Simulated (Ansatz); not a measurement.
**GaP: densities and their changes**

Space group F-43m.

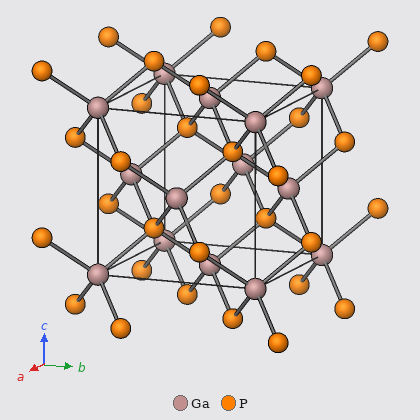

The conventional cell.

Input

```
crystal:
  lattice:
    - [0.0, 2.72525, 2.72525]
    - [2.72525, 0.0, 2.72525]
    - [2.72525, 2.72525, 0.0]
  atoms:
    - { symbol: Ga, position: [0.0, 0.0, 0.0] }
    - { symbol: P, position: [0.25, 0.25, 0.25] }
basis:
  ecutwfc: 500
  fft_grid_basis: typed
kpoints:
  mp_grid: { grid: [10, 10, 10] }
hamiltonian:
  xc: r2scan
scf:
  occupations: { method: gaussian, width: 0.05 }
output:
  forces: true
  stress: true
  eigenvalues: true
  bader: true
  write_density: true
  volumetric_format: npy
  elf: true
```

Launched as:

```sh
ansatz run input.yaml --threads 1 --pin off --max-ram 2560MiB --backend cpu --events-out ev --progress --plain --runs-dir out
```

The picture shows the conventional cell (a = 5.45 Å, b = 5.45 Å, c = 5.45 Å, α = 90.00°, β = 90.00°, γ = 90.00°).

All numbers below come from DFT r2SCAN, scalar-relativistic, plane waves, PAW (Ansatz 0.2.0).

Core electrons are frozen (PAW), so the maps are meaningful between the atoms, not at the nuclei.

Part 1: Bonding charge

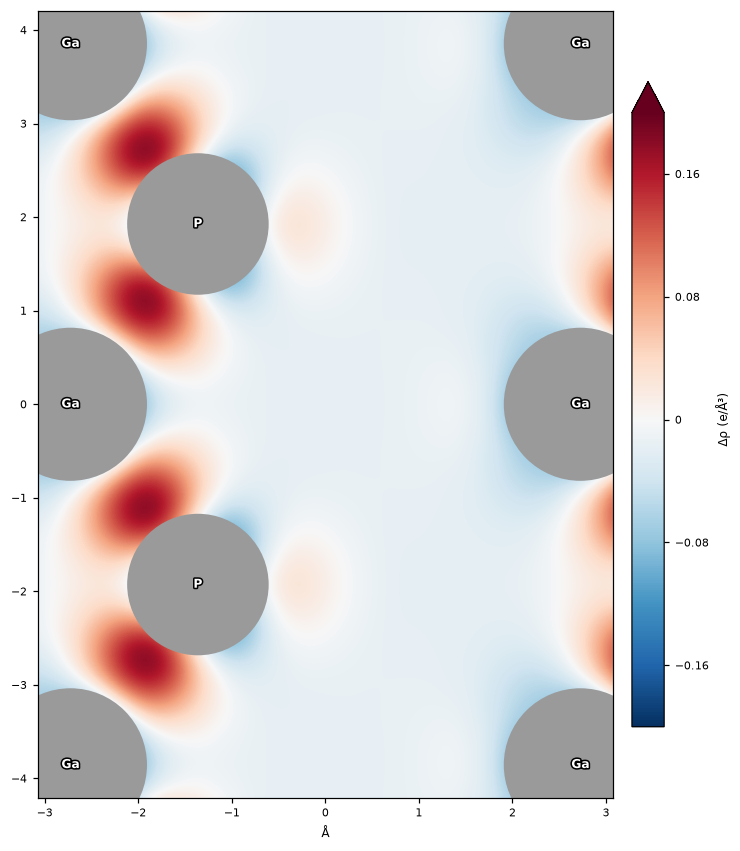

*Deformation density (self-consistent density less superposed neutral spherical atoms): a map on the (011) plane of the conventional cell, with grey discs over the atomic cores. Cores are masked to 0.8 Å (Ga) and 0.8 Å (P).*

> Read the map: where is density gained and where lost?

Ga–P (2.36 Å): Δρ is +0.16 e/Å³ at the midpoint, with a peak of 0.18 e/Å³ 1.0 Å from P: covalent bond charge.
- Over the whole cell, outside the masked cores, the largest gain, 0.18 e/Å³, lies 1.1 Å from a phosphorus nucleus and 1.3 Å from a gallium one, and the largest loss lies at the edge of the masked core of P.
- The rearranged charge, half the integral of |Δρ|, is about 0.28 e an atom.
- Bader charges: Ga +0.91 and P −0.91 e.

Part 2: States by energy

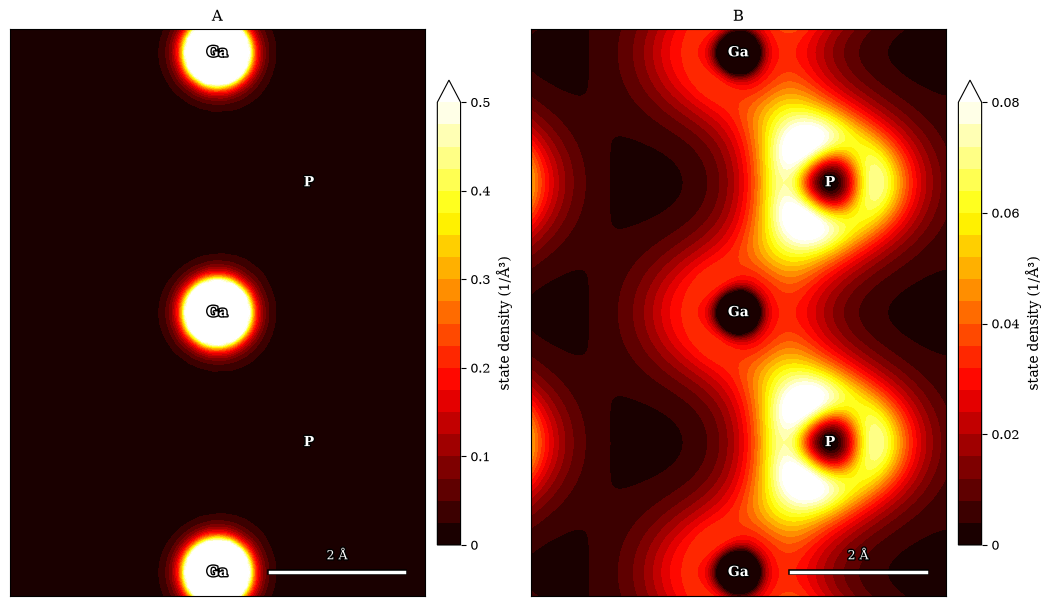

GaP: densities of the states in two energy windows, on the (110) plane of the conventional cell.

> Match the panels to the energy ranges (zero at the valence-band maximum): −15.15 to −14.82 eV and −7.0 to 0.0 eV.

Panel A: −15.15 to −14.82 eV, a separate group of bands (semicore or deep states), mainly Ga 3d (over 95 %).
Panel B: −7.0 to 0.0 eV, the whole upper valence band, mainly P 3p (60 %), Ga 4p (25 %) and Ga 4s (10 %).
The characters are Löwdin shares on a minimal set of atomic orbitals.

Part 3: Change of volume

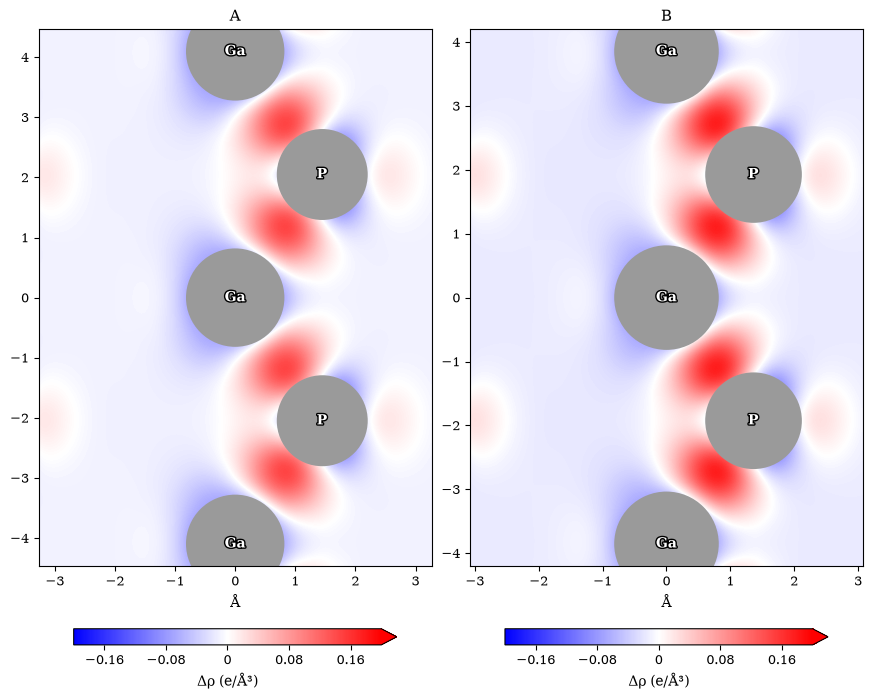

GaP: deformation density on the (011) plane of the conventional cell at two volumes, with the same fractional coordinates and one colour scale. Grey discs cover the cores.

> Which panel is the larger cell, by how much, and what changes?

A is the larger cell: A has 120 % of the volume of B.
From B to A, Ga–P goes from 2.36 to 2.51 Å, and Δρ at its midpoint from +0.16 to +0.13 e/Å³.
The pressure is 0 GPa in B and −11 GPa in A.
Bader charges in B: Ga +0.91 and P −0.91 e; in A: Ga +0.87 and P −0.87 e.
The rearranged charge is 0.28 e an atom in B and 0.28 e in A.

Part 4: Moving an atom

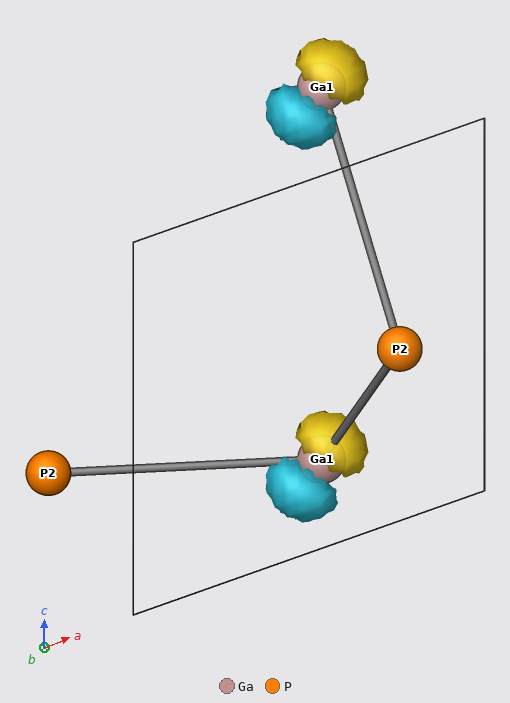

GaP: one atom of the 2-atom cell (and its periodic copies) was moved a little. Density after less density before, yellow at +5 and cyan at −5 e/Å³, seen along the b axis; cell a = 3.85 Å, b = 3.85 Å, c = 3.85 Å, α = 60.00°, β = 60.00°, γ = 60.00°. The lobes lie largely inside the PAW sphere, where the density is a smoothed one.

> Which atom moved, and which way?

Ga1 moved towards the yellow lobe, up and to the right in the picture. In the run the shift was 0.15 Å along [1 −1 1] in the axes of the cell drawn.

> What restoring force does the calculation give for this move?

The force on it changes by 1.50 eV/Å along the move, against it: a stiffness of about 10 eV/Å² for this sublattice shift.

Part 5: Putting it together

Charge passes from Ga (Pauling electronegativity 1.81) to P (2.19), the direction that the scale predicts; the Bader charges fall short of whole formal charges, as they usually do. The two pressures give a mean stiffness −ΔP/Δln V of about 58 GPa over this range, with the atoms held at their fractional positions.
